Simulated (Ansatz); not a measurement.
```xyz
48
Lattice="12.6389 0.0000 0.0000 -6.3194 -10.9456 0.0000 0.0000 0.0000 -16.9395" Properties=species:S:1:pos:R:3 pbc="T T T"
S     7.8994   -6.3849    0.0000
W    -1.5272   -6.3777    0.0000
W     9.5118   -3.6066    0.0000
W     1.5799   -6.4028    0.0000
W     0.0001   -3.6485    0.0000
W    11.0435   -0.9031    0.0000
W     4.6871   -6.3777    0.0000
W     3.1595   -3.6485    0.0000
W     1.5798   -0.9123    0.0000
W     6.2995   -9.1704    0.0000
W     6.2870   -3.6066    0.0000
W     4.7552   -0.9031    0.0000
W    -3.1396   -9.1704    0.0000
W     7.8994   -0.9138    0.0000
W    -0.0015   -9.1204    0.0000
W     3.1613   -9.1204    0.0000
S    -3.1588   -7.2976   -1.5257
S     0.0123   -7.3067   -1.5896
S    -1.5744   -4.5575   -1.5744
S     3.1474   -7.3067   -1.5896
S     1.5799   -4.5641   -1.5722
S    -0.0030   -1.8225   -1.5722
S     6.3184   -7.2976   -1.5257
S     4.7343   -4.5575   -1.5744
S     3.1627   -1.8225   -1.5722
S    -4.7395  -10.0396   -1.5744
S     7.8992   -4.5596   -1.5257
S     6.3216   -1.8088   -1.5896
S    -1.5653  -10.0393   -1.5896
S     9.4769   -1.8088   -1.5896
S     1.5798  -10.0335   -1.5715
S     4.7250  -10.0393   -1.5896
S    -3.1588   -7.2976  -15.4137
S     0.0123   -7.3067  -15.3499
S    -1.5744   -4.5575  -15.3651
S     3.1474   -7.3067  -15.3499
S     1.5799   -4.5641  -15.3673
S    -0.0030   -1.8225  -15.3673
S     6.3184   -7.2976  -15.4137
S     4.7343   -4.5575  -15.3651
S     3.1627   -1.8225  -15.3673
S    -4.7395  -10.0396  -15.3651
S     7.8992   -4.5596  -15.4137
S     6.3216   -1.8088  -15.3499
S    -1.5653  -10.0393  -15.3499
S     9.4769   -1.8088  -15.3499
S     1.5798  -10.0335  -15.3680
S     4.7250  -10.0393  -15.3499
```

Spin-polarised.

Computed with Ansatz, DFT PBE+D3(BJ), scalar-relativistic, plane waves, PAW.

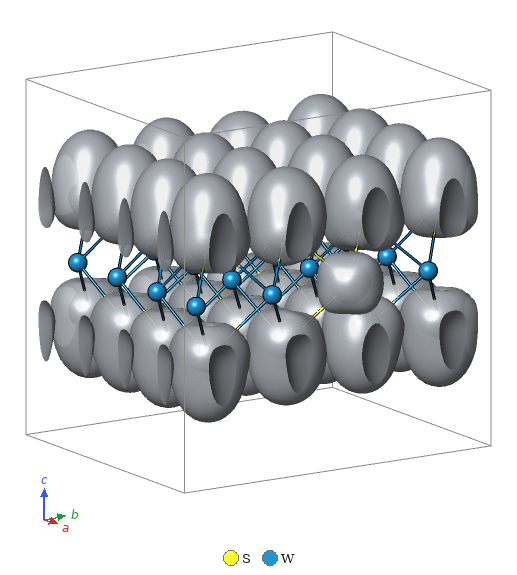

W₅S₁₁ (cell charge −1, with a compensating background) (cell with a defect). Isosurface of the electron localisation function at 0.7 (grey), seen slightly off an axis. Only the valence region is drawn (cores and ρ < 0.01 e/Å³ removed). Sticks mark near contacts.

Core electrons are frozen (PAW), and the valence fields are smoothed inside the atomic spheres.

Where are the electrons localised?

Answer. The surface consists of 33 regions wrapped around S (the valence shell of each), counted in one cell of 48 atoms. Counts are for one cell; the picture repeats the cell along the surface.

Values along the shortest contacts:
S–S (2.38 Å): the ELF peaks at about 0.85 in the valence shell of S, 0.7 Å from its nucleus, and drops to about 0.60 between the two atoms. W–S (2.40 Å): the ELF peaks at about 0.85 in the valence shell of S, 0.8 Å from its nucleus, and is about 0.45 at the midpoint.
